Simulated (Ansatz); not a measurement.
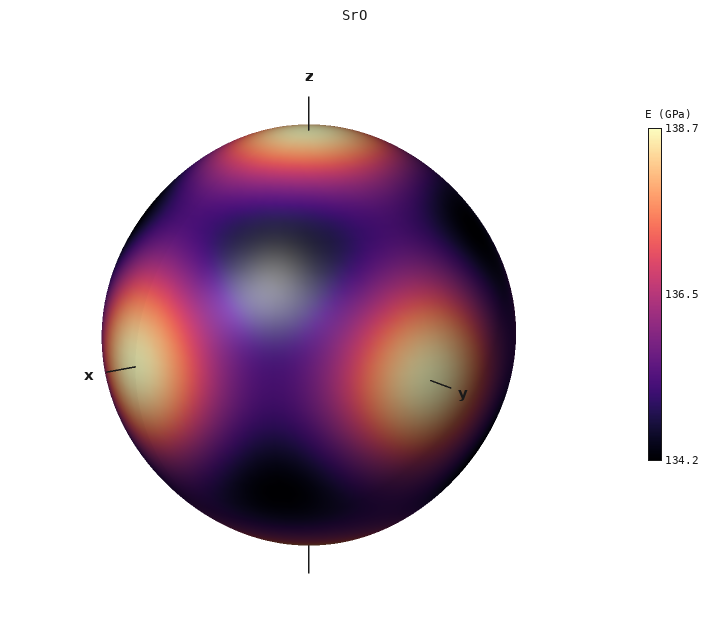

Calculation (Ansatz 0.2.0): plane-wave density functional theory, PAW datasets, Gaussian smearing 0.05 eV: elastic constants from the stress of strained cells with relaxed atoms, Voigt order in the Cartesian frame of the cell vectors, engineering shear strains. Level: PBE, no spin polarisation.

PAW set soft_2; wave cutoff 420 eV; k mesh 12×12×12; symmetry use detected.

Starting cell:
```xyz
2
Lattice="0.0000 2.5975 2.5975 2.5975 0.0000 2.5975 2.5975 2.5975 0.0000" Properties=species:S:1:pos:R:3 pbc="T T T"
Sr    2.5975    2.5975    2.5975
O     0.0000    0.0000    0.0000
```

**Figure.** Young's modulus as a surface whose radius and colour give its value in each direction for SrO, space group Fm-3m (No. 225) (cell built by us, not taken from a database).

Over all directions E runs from 134 to 139 GPa, a ratio of 1.03, so the solid is nearly isotropic. E is 139 GPa along x, y and z alike, and 134 GPa along the body diagonal x + y + z. The Hill averages are K = 85 GPa and G = 55 GPa, Poisson's ratio 0.23; K/G = 1.53.
